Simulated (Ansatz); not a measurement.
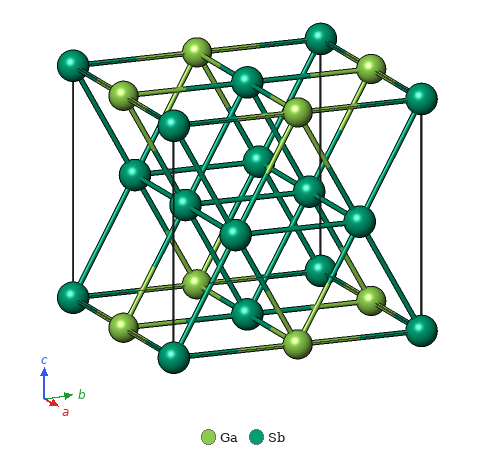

The crystal in a ball-and-stick representation, seen slightly off an axis. The frame is the conventional unit cell; atoms at its boundary are shown with their periodic copies. Cell: a = 6.04 Å, b = 6.34 Å, c = 5.64 Å, α = 90.00°, β = 90.00°, γ = 90.00°.

The model was built from a random cell made by a generator, so it need not be a real form of the compound. Earlier steps of the study may have refined or changed the cell and positions. It was run through Ansatz as a DFT input.

What structure is drawn here?

Formula: GaSb₃. It belongs to space group Cmmm (No. 65) and has a base-centred orthorhombic lattice. It has 8 atoms to the cell (2 Ga, 6 Sb). With all contacts inside bonding distance counted, the coordination numbers are Ga 8 and Sb 8.

Setup: DFT PBE, scalar-relativistic, plane waves, PAW (Ansatz); plane waves to 420 eV, k-points about 0.14 Å⁻¹ apart, Gaussian smearing of 0.1 eV, no spin polarisation.

Metal or not?

A metal: bands cross the Fermi level.

What Bader charges do the atoms carry?

Ga +0.18 e; Sb -0.09 to -0.05 e.

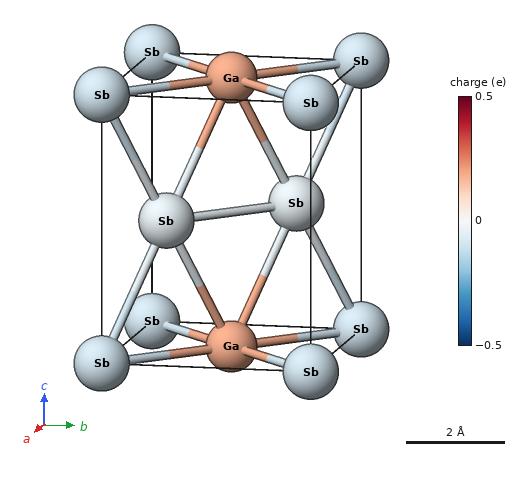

The atoms coloured by those charges. The run's cell of 4 atoms is drawn, so axes and origin can differ from the first picture.

Is the structure relaxed at this level of theory?

Yes. All forces vanish to within 0.01 eV/Å. The pressure is 0.0 GPa, close to zero.
